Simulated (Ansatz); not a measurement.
**Au/Be2C/Cd: conductance against the thickness of the layer**

Aim: the conductance of Au/Be2C/Cd junctions as the barrier thickens. The lower electrode is Au fcc(111), the upper one Cd hcp(0001); the barrier is Be2C fluorite(111) (whole trilayers). In the first transport cell, after relaxation, the nearest pair of electrode and barrier is Au–Be at 2.50 Å, along the normal, at the lower face and Cd–Be at 3.41 Å, at a slant, too long for a bond, at the upper one. A gap without bonds adds to the barrier. All share a net of side 2.942 Å, which strains the lower electrode by +0.0 %, the upper one by -2.9 % and the barrier by -3.9 %, against typed lattice constants near PBE's. The first steps treat the bulk electrodes alone.

Calculated with Ansatz 0.2.0; PBE DFT, plane waves, PAW files, in the first sound run; inputs show where later runs differ.

### 1. Set-up

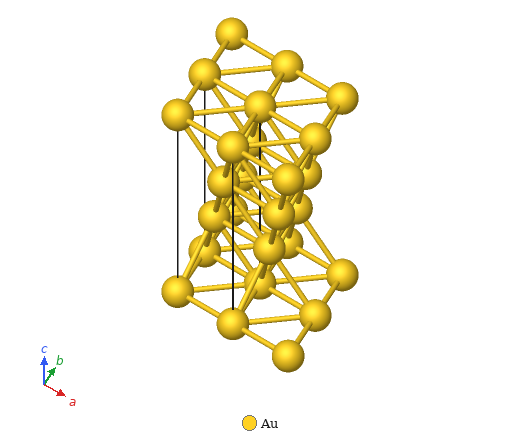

The starting structure, seen from a free direction (gold yellow). 2×2×1 cells are drawn. Some periodic images of atoms are drawn too.

Structure file:

```cif
data_structure
_symmetry_space_group_name_H-M 'Fm-3m'
_symmetry_Int_Tables_number 225
_cell_length_a 4.1603
_cell_length_b 4.1603
_cell_length_c 4.1603
_cell_angle_alpha 90.000
_cell_angle_beta 90.000
_cell_angle_gamma 90.000
_cell_volume 72.01
loop_
_atom_site_label
_atom_site_type_symbol
_atom_site_symmetry_multiplicity
_atom_site_Wyckoff_symbol
_atom_site_fract_x
_atom_site_fract_y
_atom_site_fract_z
_atom_site_occupancy
Au1 Au 4 a 0.00000 0.00000 0.00000 1
```

### 2. The strained electrode, 3 atoms, electrode Au fcc(111)

The electrode is held to the junction's net and relaxed along the normal; its spacing is used for the ideal lead layers.

Input file input.yaml:

```yaml
crystal:
  lattice:
    - [2.942, 0.0, 0.0]
    - [-1.471, 2.5478467379, 0.0]
    - [0.0, 0.0, 7.2045841348]
  atoms:
    - { symbol: Au, position: [0.0, 0.0, 0.0] }
    - { symbol: Au, position: [0.3333333333, 0.6666666667, 0.3333333333] }
    - { symbol: Au, position: [0.6666666667, 0.3333333333, 0.6666666667] }
kpoints:
  mp_grid: { grid: [18, 18, 4] }
scf:
  occupations: { method: fermi_dirac, width: 0.1 }
  max_iter: 150
hamiltonian:
  xc: pbe
relax:
  f_tol: 0.01
  max_steps: 40
  cell: { fix: [a, b, angles] }
```

Launch:

```console
> ansatz run input.yaml --threads 4 --pin off --max-ram 10240MiB --backend cpu --events-out ev --progress --plain --runs-dir out
```

Numbers of over 12 decimals in the logs are rounded to 6 here.

What it wrote:

```text
Engine: ansatz 0.2.0, aarch64-unknown-linux-gnu
Pseudopotentials: kind: paw
Pseudopotential: Au, paw, valence charge 19, recommended cutoff 420 eV (normal), Au.paw.azcp
Functional definition: PBE
  parameter kappa = 0.804
  parameter beta = 0.066725
  exchange = pbe_x(kappa = kappa, mu = beta*pi^2/3)
  correlation = pbe_c(beta = beta)
Crystal: 3 atoms, lattice volume = 54.004 Å³
Basis set: ecut = 420 eV, 1033 PW (Γ), exchange–correlation on 40×40×100 points (8 copies of the dense FFT grid, shifted against one another)
Bands: 35, of which v1, the nominal top of the filled ones, is band 29 counted from 1 (28 counted from 0)
Symmetry: 36 space group operations
Space group: R-3m (ITA 166), of the structure as read, at distance tolerance 3.8e-5 Å
k-points: 138 of 1296
Non-local potential: Au, projectors of the file, l = 0: 3, l = 1: 2, l = 2: 2, l = 3: 1
PAW form: soft (Blöchl's): semilocal exchange-correlation on the pseudo side does not see the compensation charge
PAW one-centre angular grid: Au, 590 points (default); XC on 64 Gauss nodes
Initial density: superposition of atomic densities (neutral atoms: chi_scale 0, normalization atom), corrected by the library's trained network
Initial wavefunctions: pseudopotential atomic-orbital guess
Functional: x = pbe(κ = 0.804, μ = 0.219515), c = pbe(β = 0.066725)
SCF iter   1: F=—  HF=-39447.993612 eV  |F-HF|=—  |Δ(HF+E_count)|=         —  Δρ=1.45e-3  dr2=1.81e-4  ethr=1.77e-3  ⟨swp⟩=5.6  Hψ=16505  notcnv=0  defer=34
preconditioner: auto → Kerker (q_TF=auto, 2.753 Å⁻¹)  [metal: Δε(μ)=0.048 eV  Ē_g=10.942 eV  σ=0.100 eV  W_gap=0.12  n_scr=24 (ndim 8)  ℏωp=29.0 eV  f_vac=0.000  D(μ)=0.92/eV (n_scr^D=4)]
SCF iter   2: F=—  HF=-39447.995765 eV  |F-HF|=—  |Δ(HF+E_count)|=   2.15e-3  Δρ=8.27e-4  dr2=6.96e-5  ethr=3.18e-7  ⟨swp⟩=3.0  Hψ=11294  notcnv=0  defer=41
SCF iter   3: F=—  HF=-39447.996017 eV  |F-HF|=—  |Δ(HF+E_count)|=   2.52e-4  Δρ=6.64e-5  dr2=1.60e-6  ethr=1.22e-7  ⟨swp⟩=2.0  Hψ=6985  notcnv=0  defer=41
SCF iter   4: F=—  HF=-39447.996017 eV  |F-HF|=—  |Δ(HF+E_count)|=   2.50e-7  Δρ=2.92e-5  dr2=3.46e-7  ethr=2.80e-9  ⟨swp⟩=2.0  Hψ=7007  notcnv=0  defer=41
iter 5 did not close the SCF: its close was put off for the readings that it lacked (scf_convergence_deferred on its scf_iter line)
SCF iter   5: F=-39447.996017 eV  HF=-39447.996017 eV  |F-HF|=5.33e-9  |Δ(HF+E_count)|=   1.21e-7  Δρ=7.01e-6  dr2=2.07e-8  ethr=6.07e-10  ⟨swp⟩=1.0  Hψ=4683  notcnv=0  defer=41
SCF iter   6: F=-39447.996017 eV  HF=-39447.996017 eV  |F-HF|=4.80e-10  |Δ(HF+E_count)|=   6.16e-9  Δρ=1.08e-6  dr2=2.24e-10  ethr=3.63e-11  ⟨swp⟩=2.0  Hψ=13858  notcnv=0
SCF 1 converged in 6 iterations: F = -39447.996017 eV  dr2 = 2.24e-10
  greatest PAW one-centre occupation: 1.000 electrons in one spin orbital (limit 2), on the Au atom at site 2 (counted from 0), in its partial waves of l = 0
relax step   1: F+E_penalty+E_count = -39447.99601729 eV  Δ(F+E_penalty+E_count) = +0.000e0 eV  max|allowed force component| = 2.485e-27 eV/Å  Δτ_max = 0.0000 Å  P = -0.194 GPa  Ω = 54.004 Å³  fix = [a, b, alpha, beta, gamma]  reactions: a -0.085, b -0.085 GPa  (6 SCF iters, dr2 threshold 1.00e-7 eV, accepted)
Crystal: 3 atoms, lattice volume = 53.800 Å³
Basis set: ecut = 420 eV, 1031 PW (Γ), exchange–correlation on 40×40×100 points (8 copies of the dense FFT grid, shifted against one another)
Initial density: handed on by an earlier stage of this run
Initial wavefunctions: those handed on with the density
iter 1 solved again at ethr=2.53e-7 eV; its pass at ethr=3.10e-3 eV (dr2=1.44e-4 eV) is discarded
SCF iter   1: F=—  HF=-39447.996197 eV  |F-HF|=—  |Δ(HF+E_count)|=         —  Δρ=3.74e-4  dr2=5.05e-5  ethr=2.53e-7  ⟨swp⟩=2.6  Hψ=21127  notcnv=0
preconditioner: auto → Kerker (q_TF=auto, 2.755 Å⁻¹)  [metal: Δε(μ)=0.040 eV  Ē_g=10.968 eV  σ=0.100 eV  W_gap=0.10  n_scr=24 (ndim 8)  ℏωp=29.1 eV  f_vac=0.000  D(μ)=0.91/eV (n_scr^D=2)]
SCF iter   2: F=—  HF=-39447.996187 eV  |F-HF|=—  |Δ(HF+E_count)|=   9.47e-6  Δρ=2.06e-4  dr2=1.32e-5  ethr=8.86e-8  ⟨swp⟩=1.9  Hψ=6602  notcnv=0
SCF iter   3: F=—  HF=-39447.996185 eV  |F-HF|=—  |Δ(HF+E_count)|=   2.19e-6  Δρ=3.36e-5  dr2=3.40e-7  ethr=2.32e-8  ⟨swp⟩=2.5  Hψ=6965  notcnv=0
SCF iter   4: F=-39447.996185 eV  HF=-39447.996185 eV  |F-HF|=8.70e-9  |Δ(HF+E_count)|=   1.25e-7  Δρ=7.87e-6  dr2=1.65e-8  ethr=5.26e-10  ⟨swp⟩=3.7  Hψ=14297  notcnv=0
SCF 2 converged in 4 iterations: F = -39447.996185 eV  dr2 = 1.65e-8
relax step   2: F+E_penalty+E_count = -39447.99618514 eV  Δ(F+E_penalty+E_count) = -1.678e-4 eV  max|allowed force component| = 1.055e-26 eV/Å  Δτ_max = 0.0000 Å  P = +0.338 GPa  Ω = 53.800 Å³  energy of the carried Pulay correction = +6.776e-5 eV  fix = [a, b, alpha, beta, gamma]  reactions: a +0.377, b +0.377 GPa  (4 SCF iters, dr2 threshold 3.00e-7 eV, accepted)
Crystal: 3 atoms, lattice volume = 53.879 Å³
iter 1 solved again at ethr=3.67e-8 eV; its pass at ethr=3.10e-3 eV (dr2=2.09e-5 eV) is discarded
SCF iter   1: F=—  HF=-39447.996223 eV  |F-HF|=—  |Δ(HF+E_count)|=         —  Δρ=1.46e-4  dr2=7.58e-6  ethr=3.67e-8  ⟨swp⟩=2.6  Hψ=20689  notcnv=0
preconditioner: auto → Kerker (q_TF=auto, 2.754 Å⁻¹)  [metal: Δε(μ)=0.027 eV  Ē_g=10.958 eV  σ=0.100 eV  W_gap=0.07  n_scr=24 (ndim 8)  ℏωp=29.1 eV  f_vac=0.000  D(μ)=0.91/eV (n_scr^D=2)]
SCF iter   2: F=—  HF=-39447.996222 eV  |F-HF|=—  |Δ(HF+E_count)|=   1.31e-6  Δρ=7.96e-5  dr2=1.94e-6  ethr=1.33e-8  ⟨swp⟩=1.9  Hψ=6652  notcnv=0
SCF iter   3: F=-39447.996222 eV  HF=-39447.996222 eV  |F-HF|=1.21e-8  |Δ(HF+E_count)|=   3.65e-7  Δρ=1.26e-5  dr2=4.41e-8  ethr=2.96e-10  ⟨swp⟩=2.7  Hψ=17526  notcnv=0
SCF 3 converged in 3 iterations: F = -39447.996222 eV  dr2 = 4.41e-8
relax step   3: F+E_penalty+E_count = -39447.99622168 eV  Δ(F+E_penalty+E_count) = -3.654e-5 eV  max|allowed force component| = 1.416e-26 eV/Å  Δτ_max = 0.0000 Å  P = +0.130 GPa  Ω = 53.879 Å³  energy of the carried Pulay correction = +4.155e-5 eV  fix = [a, b, alpha, beta, gamma]  reactions: a +0.197, b +0.197 GPa  (3 SCF iters, dr2 threshold 1.69e-7 eV, accepted)
Initial wavefunctions: pseudopotential atomic-orbital guess (no wavefunctions were taken with the density)
iter 1 solved again at ethr=8.71e-10 eV; its pass at ethr=3.10e-3 eV (dr2=4.97e-7 eV) is discarded
SCF iter   1: F=—  HF=-39447.996180 eV  |F-HF|=—  |Δ(HF+E_count)|=         —  Δρ=1.46e-5  dr2=4.49e-8  ethr=8.71e-10  ⟨swp⟩=4.1  Hψ=33170  notcnv=0
preconditioner: auto → Kerker (q_TF=auto, 2.754 Å⁻¹)  [metal: Δε(μ)=0.028 eV  Ē_g=10.957 eV  σ=0.100 eV  W_gap=0.07  n_scr=24 (ndim 8)  ℏωp=29.1 eV  f_vac=0.000  D(μ)=0.91/eV (n_scr^D=2)]
SCF iter   2: F=—  HF=-39447.996180 eV  |F-HF|=—  |Δ(HF+E_count)|=   5.09e-7  Δρ=9.11e-6  dr2=1.74e-8  ethr=7.88e-11  ⟨swp⟩=1.0  Hψ=4830  notcnv=0
SCF iter   3: F=—  HF=-39447.996180 eV  |F-HF|=—  |Δ(HF+E_count)|=   1.10e-8  Δρ=8.58e-7  dr2=3.20e-10  ethr=3.05e-11  ⟨swp⟩=2.5  Hψ=8609  notcnv=0
SCF iter   4: F=—  HF=-39447.996180 eV  |F-HF|=—  |Δ(HF+E_count)|=  1.46e-10  Δρ=3.82e-7  dr2=5.29e-11  ethr=1.00e-12  ⟨swp⟩=5.0  Hψ=19595  notcnv=0
SCF iter   5: F=-39447.996180 eV  HF=-39447.996180 eV  |F-HF|=7.28e-12  |Δ(HF+E_count)|=  2.91e-11  Δρ=6.62e-8  dr2=2.05e-12  ethr=1.00e-12  ⟨swp⟩=5.0  Hψ=19502  notcnv=0
SCF 4 converged in 5 iterations: F = -39447.996180 eV  dr2 = 2.05e-12
relax step   4: F+E_penalty+E_count = -39447.99617970 eV  Δ(F+E_penalty+E_count) = +4.199e-5 eV  max|allowed force component| = 3.736e-27 eV/Å  Δτ_max = 0.0000 Å  P = +0.131 GPa  Ω = 53.879 Å³  fix = [a, b, alpha, beta, gamma]  reactions: a +0.197, b +0.197 GPa  stress off target by 2.75e-3 GPa on what of the cell is left free  SCF on the basis re-selected at this cell (its energy is not comparable with the rows above)  (5 SCF iters)
basis re-selected at this cell: Δ(F+E_penalty+E_count) = +4.199e-5 eV, ΔP = +0.000 GPa vs the last step (what re-selecting the basis moved, of the pressure what is left beyond the Pulay correction that the steps carried, after the strain that the cell walked since its last selection, with what the two solves' SCF thresholds leave and, on support functions, any second-order correction that the steps lacked; it is no m [...]
SCF converged after 5 iterations
Free energy (F): -39447.996180 eV
Harris-Foulkes:  -39447.996180 eV  (|F-HF|=7.28e-12)
Internal energy: -39447.966508 eV  (E = F + TS)
E sigma→0 (E₀):  -39447.981344 eV
Entropy (-TS):   -0.029672 eV (-9.891 meV/atom)
Fermi energy:    19.230286 eV
--- Per-component energies (eV) ---
  E_band       = -688.219811
  E_kinetic    = 1812.360778
  E_local      = -5346.113218  (includes V_loc(G=0)·N_el)
  E_nonlocal   = 223.129565
  E_hartree    = 2265.749701
  E_xc         = -683.000000
  E_vxc        = -824.297410  (∫ρ·V_xc dr)
  E_paw        = -29120.256112  (= ΣΔE_a)
  E_vpaw       = -1084.803135  (= ΣTr[D̂ρ^β])
  E_aug_tail   = 0.004160  (compensation charges beyond the density's cutoff)
  E_ewald      = -8599.841382
  E_smearing   = -0.029672  (= −TS)
  E_closure    = -0.000000  (closes the sum)
  Σ components = -39447.996180   (vs F -39447.996180, Δ=0.00e0)
--- Forces (eV/Å), atoms counted from 1 ---
  atom   1  Au     0.00000000    -0.00000000     0.00000000
  atom   2  Au     0.00000000     0.00000000     0.00000000
  atom   3  Au     0.00000000     0.00000000    -0.00000000
  max |Σ_I F_I| component: 5.60e-27 eV/Å
--- Stress (GPa, compression-positive) ---
        0.197279      -0.000000       0.000000
        0.000000       0.197279       0.000000
        0.000000       0.000000      -0.002751
  P = ⅓ Tr σ = 0.1306 GPa (1.306 kbar)
--- Relaxed structure (3 steps of the walk, 3 accepted, 1 SCFs on fresh bases) ---
  F+E_penalty+E_count = -39447.99617970 eV   max|allowed force component| = 3.736e-27 eV/Å   (the final SCF, on the basis selected at the relaxed cell)
  cell:  # Å, volume = 53.8789 Å³
    - [2.942000, 0, 0]
    - [-1.471000, 2.547847, 0]
    - [0, 0, 7.187906]
  atoms:
    - { symbol: Au, position: [0, 0, 0] }
    - { symbol: Au, position: [0.333333, 0.666667, 0.333333] }
    - { symbol: Au, position: [0.666667, 0.333333, 0.666667] }
```

Wall time 9.3 s (4 threads of Arm Neoverse V1, shared host); peak memory 0.48 GiB; 36 s of CPU time.

The steps of the relaxation:

```csv
step,energy less that of the first step (eV),largest force component (eV/Å),pressure (GPa),volume (Å³)
1,0.0000,0.0000,-0.19,54.00
2,-0.0002,0.0000,0.34,53.80
3,-0.0002,0.0000,0.13,53.88
4*,-0.0002,0.0000,0.13,53.88
```

Relaxation steps marked * repeat the geometry before them on a plane-wave basis chosen anew for their cell, so energy and pressure can jump there.

Forces are held to the 36 operations that the run works with; a distortion that breaks them can't arise in this run.

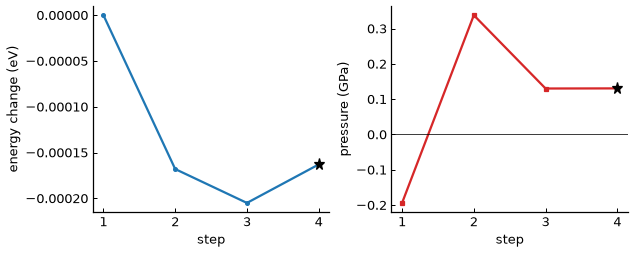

Energy and pressure along the relaxation. Stars mark steps on a basis chosen anew.

| cell as run | before | after | change |
| --- | --- | --- | --- |
| a (Å) | 2.942 | 2.942 | -0.0 % |
| b (Å) | 2.942 | 2.942 | -0.0 % |
| c (Å) | 7.205 | 7.188 | -0.2 % |
| volume (Å³/atom) | 18.00 | 17.96 | -0.2 % |

The relaxed structure:

```xyz
3
Lattice="2.9420 0.0000 0.0000 -1.4710 2.5478 0.0000 0.0000 0.0000 7.1879" Properties=species:S:1:pos:R:3 pbc="T T T"
Au    0.0000    0.0000    0.0000
Au    0.0000    1.6986    2.3960
Au    1.4710    0.8493    4.7919
```

Numbers from this step:

```yaml
free_energy: -39447.9962 eV
fermi_energy: 19.23 eV
pressure: 0.1306 GPa
```

### 3. The strained electrode, 2 atoms, electrode Cd hcp(0001)

System of this step: Cd. It takes space group P6_3/mmc (No. 194, hexagonal). Conventional cell: a = 2.942 Å, b = 2.942 Å, c = 5.816 Å, α = 90.00°, β = 90.00°, γ = 120.00°. Nearest to Cd lie 6 Cd at 2.94 Å.

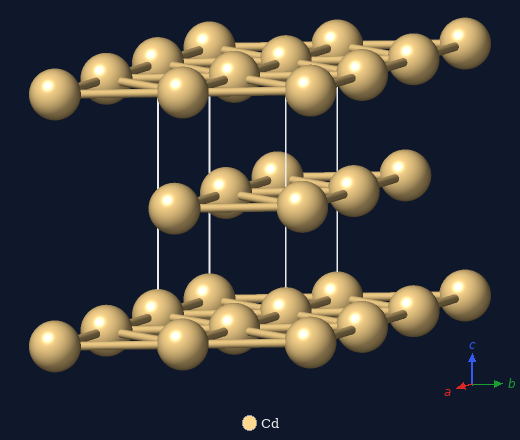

The cell of this step (cadmium orange). 3×2×1 cells are drawn. Some periodic images of atoms are drawn too.

The electrode is held to the junction's net and relaxed along the normal; its spacing is used for the ideal lead layers.

input.yaml, the sections that differ from step 2:

```yaml
crystal:
  lattice:
    - [2.942, 0.0, 0.0]
    - [-1.471, 2.5478467379, 0.0]
    - [0.0, 0.0, 5.8158811881]
  atoms:
    - { symbol: Cd, position: [0.0, 0.0, 0.0] }
    - { symbol: Cd, position: [0.3333333333, 0.6666666667, 0.5] }
kpoints:
  mp_grid: { grid: [18, 18, 5] }
# scf, hamiltonian, relax: as in step 2
```

What it wrote:

```text
[...]
Crystal: 2 atoms, lattice volume = 43.594 Å³
Basis set: ecut = 420 eV, 835 PW (Γ), exchange–correlation on 40×40×80 points (8 copies of the dense FFT grid, shifted against one another)
Bands: 24, of which v1, the nominal top of the filled ones, is band 20 counted from 1 (19 counted from 0)
Symmetry: 24 space group operations
[...]
k-points: 111 of 1620
[...]
SCF iter   1: F=—  HF=-16508.887859 eV  |F-HF|=—  |Δ(HF+E_count)|=         —  Δρ=9.36e-4  dr2=4.40e-4  ethr=1.77e-3  ⟨swp⟩=5.6  Hψ=10216  notcnv=0
[...]
SCF iter   6: F=-16508.888369 eV  HF=-16508.888369 eV  |F-HF|=1.49e-10  |Δ(HF+E_count)|=   1.31e-8  Δρ=1.40e-6  dr2=6.91e-10  ethr=3.37e-11  ⟨swp⟩=1.8  Hψ=7336  notcnv=0
SCF 1 converged in 6 iterations: F = -16508.888369 eV  dr2 = 6.91e-10
[...]
relax step   1: F+E_penalty+E_count = -16508.88836881 eV  Δ(F+E_penalty+E_count) = +0.000e0 eV  max|allowed force component| = 0.000e0 eV/Å  Δτ_max = 0.0000 Å  P = +3.255 GPa  Ω = 43.594 Å³  fix = [a, b, alpha, beta, gamma]  reactions: a +4.061, b +4.061 GPa  (6 SCF iters, dr2 threshold 1.00e-7 eV, accepted)
Crystal: 2 atoms, lattice volume = 44.481 Å³
Basis set: ecut = 420 eV, 859 PW (Γ), exchange–correlation on 40×40×80 points (8 copies of the dense FFT grid, shifted against one another)
[...]
SCF iter   5: F=-16508.894402 eV  HF=-16508.894402 eV  |F-HF|=2.43e-9  |Δ(HF+E_count)|=   5.58e-8  Δρ=9.68e-6  dr2=3.36e-8  ethr=5.00e-10  ⟨swp⟩=4.0  Hψ=8808  notcnv=0
SCF 2 converged in 5 iterations: F = -16508.894402 eV  dr2 = 3.36e-8
relax step   2: F+E_penalty+E_count = -16508.89440245 eV  Δ(F+E_penalty+E_count) = -6.034e-3 eV  max|allowed force component| = 4.626e-18 eV/Å  Δτ_max = 0.0000 Å  P = +2.499 GPa  Ω = 44.481 Å³  energy of the carried Pulay correction = -3.507e-4 eV  fix = [a, b, alpha, beta, gamma]  reactions: a +3.399, b +3.399 GPa  (5 SCF iters, dr2 threshold 2.00e-7 eV, accepted)
Crystal: 2 atoms, lattice volume = 45.138 Å³
Basis set: ecut = 420 eV, 861 PW (Γ), exchange–correlation on 40×40×80 points (8 copies of the dense FFT grid, shifted against one another)
[...]
SCF iter   5: F=-16508.895719 eV  HF=-16508.895719 eV  |F-HF|=1.22e-9  |Δ(HF+E_count)|=   1.83e-8  Δρ=6.55e-6  dr2=1.68e-8  ethr=5.00e-10  ⟨swp⟩=3.9  Hψ=8087  notcnv=0
SCF 3 converged in 5 iterations: F = -16508.895719 eV  dr2 = 1.68e-8
relax step   3: F+E_penalty+E_count = -16508.89571938 eV  Δ(F+E_penalty+E_count) = -1.317e-3 eV  max|allowed force component| = 5.551e-17 eV/Å  Δτ_max = 0.0000 Å  P = +2.005 GPa  Ω = 45.138 Å³  energy of the carried Pulay correction = -6.036e-4 eV  fix = [a, b, alpha, beta, gamma]  reactions: a +2.973, b +2.973 GPa  (5 SCF iters, dr2 threshold 2.00e-7 eV, accepted)
[...]
relax step   4: F+E_penalty+E_count = -16508.89570765 eV  Δ(F+E_penalty+E_count) = +1.173e-5 eV  max|allowed force component| = 1.342e-16 eV/Å  Δτ_max = 0.0000 Å  P = +1.955 GPa  Ω = 45.210 Å³  energy of the carried Pulay correction = -6.308e-4 eV  fix = [a, b, alpha, beta, gamma]  reactions: a +2.932, b +2.932 GPa  (4 SCF iters, dr2 threshold 1.18e-8 eV, accepted)
Basis set: ecut = 420 eV, 861 PW (Γ), exchange–correlation on 40×40×90 points (8 copies of the dense FFT grid, shifted against one another)
[...]
SCF iter   6: F=-16508.896281 eV  HF=-16508.896281 eV  |F-HF|=3.64e-12  |Δ(HF+E_count)|=  3.64e-12  Δρ=7.01e-8  dr2=3.11e-12  ethr=1.00e-12  ⟨swp⟩=4.9  Hψ=9117  notcnv=0
SCF 5 converged in 6 iterations: F = -16508.896281 eV  dr2 = 3.11e-12
relax step   5: F+E_penalty+E_count = -16508.89628058 eV  Δ(F+E_penalty+E_count) = -5.729e-4 eV  max|allowed force component| = 1.665e-16 eV/Å  Δτ_max = 0.0000 Å  P = +1.947 GPa  Ω = 45.210 Å³  fix = [a, b, alpha, beta, gamma]  reactions: a +2.927, b +2.927 GPa  stress off target by 1.29e-2 GPa on what of the cell is left free  SCF on the basis re-selected at this cell (its energy is not comparable with the rows above)  (6 SCF iters)
basis re-selected at this cell: Δ(F+E_penalty+E_count) = -5.729e-4 eV, ΔP = -0.007 GPa vs the last step (what re-selecting the basis moved, of the pressure what is left beyond the Pulay correction that the steps carried, after the strain that the cell walked since its last selection, with what the two solves' SCF thresholds leave and, on support functions, any second-order correction that the steps lacked; it is no measure of the basis error at this ecutwfc). The dense FFT grid was sized anew with the basis: this SCF ran on 20×20×45 points, the steps before it on 20×20×40, so part of this shift can come from that change (see relax.cell in the input reference). [rest of the remark cut]
SCF converged after 6 iterations
Free energy (F): -16508.896281 eV
[...]
Internal energy: -16508.879692 eV  (E = F + TS)
E sigma→0 (E₀):  -16508.887986 eV
Entropy (-TS):   -0.016588 eV (-8.294 meV/atom)
Fermi energy:    13.744868 eV
[...]
--- Stress (GPa, compression-positive) ---
        2.927205       0.000000       0.000000
        0.000000       2.927205       0.000000
        0.000000       0.000000      -0.012856
  P = ⅓ Tr σ = 1.9472 GPa (19.472 kbar)
--- Relaxed structure (4 steps of the walk, 4 accepted, 1 SCFs on fresh bases) ---
[...]
cell:  # Å, volume = 45.2100 Å³
    - [2.942000, 0, 0.0]
    - [-1.471000, 2.547847, 0.0]
    - [0.0, 0.0, 6.031406]
  atoms:
    - { symbol: Cd, position: [9.251858539620035e-18, -5.08852219630634e-17, 0.0] }
    - { symbol: Cd, position: [0.333333, 0.666667, 0.5] }
```

Elapsed: 6 s, on 4 threads; peak memory 0.4 GiB.

The steps of the relaxation:

```csv
step,energy less that of the first step (eV),largest force component (eV/Å),pressure (GPa),volume (Å³)
1,0.0000,0.0000,3.25,43.59
2,-0.0060,0.0000,2.50,44.48
3,-0.0073,0.0000,2.01,45.14
4,-0.0073,0.0000,1.95,45.21
5*,-0.0079,0.0000,1.95,45.21
```

Relaxation steps marked * repeat the geometry before them on a plane-wave basis chosen anew for their cell, so energy and pressure can jump there.

Forces are held to the 24 operations that the run works with; a distortion that breaks them can't arise in this run.

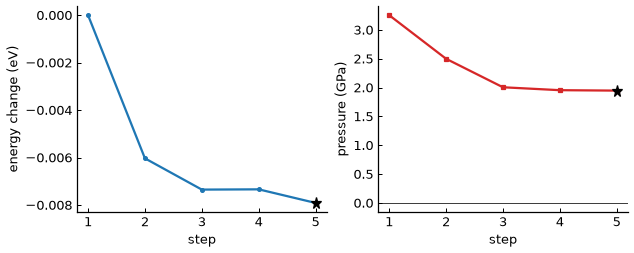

Energy and pressure along the relaxation. Stars mark steps on a basis chosen anew.

```csv
"conventional cell, symmetrised",before,after,change
a (Å),2.942,2.942,-0.0 %
b (Å),2.942,2.942,-0.0 %
c (Å),5.816,6.031,+3.7 %
volume (Å³/atom),21.80,22.61,+3.7 %
```

Final coordinates:

```
Cd
1.0
     2.94200    0.00000    0.00000
    -1.47100    2.54785    0.00000
     0.00000    0.00000    6.03141
Cd
2
Direct
  0.00000 0.00000 0.00000
  0.33333 0.66667 0.50000
```

Numbers from this step:

- free energy: -16508.8963 eV
- Fermi energy: 13.74 eV
- pressure: 1.947 GPa

(Continued in part 2 of 5.)

[Logs are printed without paths, hosts, clocks, repeated set-up lines and the standing remarks that a program may print on its own settings, such as how far it seeks lower states.]

[Hosts, paths, dates, database ids (printed as entryN), source tags and the programs' standing remarks are cut or masked in the printed files.]
